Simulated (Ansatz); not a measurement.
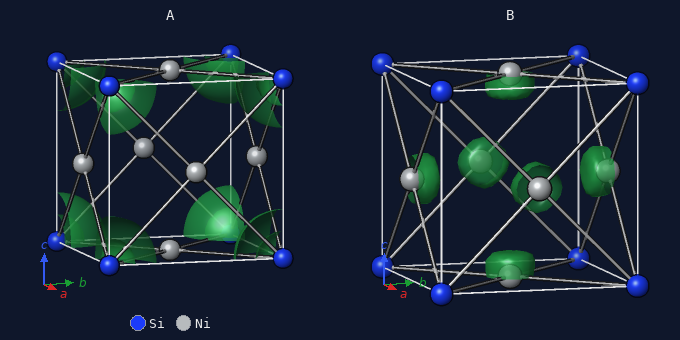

SiNi$_{3}$: densities of the states in two energy windows, as isosurfaces (each at a level of its own) in the conventional cell.

Space group Pm-3m; the calculation finds a residual pressure of about −14 GPa at this fixed cell; spin-polarised. So large a residual pressure suggests that the database cell is idealised or belongs to other conditions.

Computed with DFT PBEsol, scalar-relativistic, plane waves, PAW (Ansatz 0.2.0).

Core electrons are frozen (PAW), so the fields are smoothed inside the atomic spheres.

### Match the panels to the energy ranges (zero at the Fermi level): −11.8 to −7.9 eV and −0.25 to +0.25 eV.

Panel A: −11.8 to −7.9 eV, a separate group of bands, mainly Si 3s (55 %), Ni 4s (30 %) and Ni 3d (10 %).
Panel B: −0.25 to +0.25 eV, the states at the Fermi level, mainly Ni 3d (over 95 %).
The characters are Löwdin shares on a minimal set of atomic orbitals.
